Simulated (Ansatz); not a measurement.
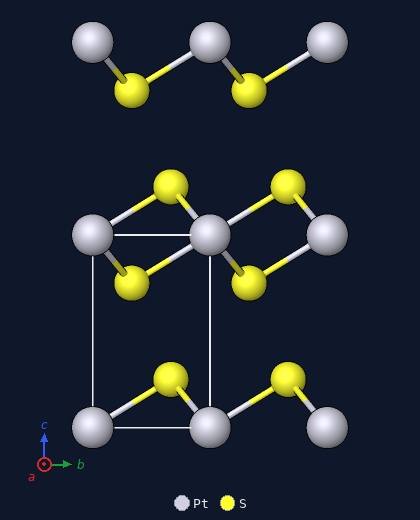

Projection along an edge of the hexagonal mesh, stacking direction c upwards. Every atom sits on one of the three columns of the mesh; call them A, B, C in the order in which they first turn up. The sequence starts with the first layer at or above the cell's origin.

The compound is PtS2 (space group P-3m1, No. 164), taken as a calculation's input that goes back to an entry of the Crystallography Open Database (an earlier step may have relaxed or displaced it).

Read off the stacking sequence over one period.

Pt(A) – S(B) – S(C) (three layers in 5.04 Å).

How are the S layers alone stacked?

S layers alone: BC, the hexagonal close-packed type.

Which positions between or in the S layers do the other atoms fill?

Pt: one octahedral site, counted in one hexagonal cell. One of the two gaps between S layers is empty, 2.52 Å wide.

What short polytype symbol fits?

Polytype symbol 1T, the symbol of a layered MX2 polytype (number of slabs in the repeat and lattice).
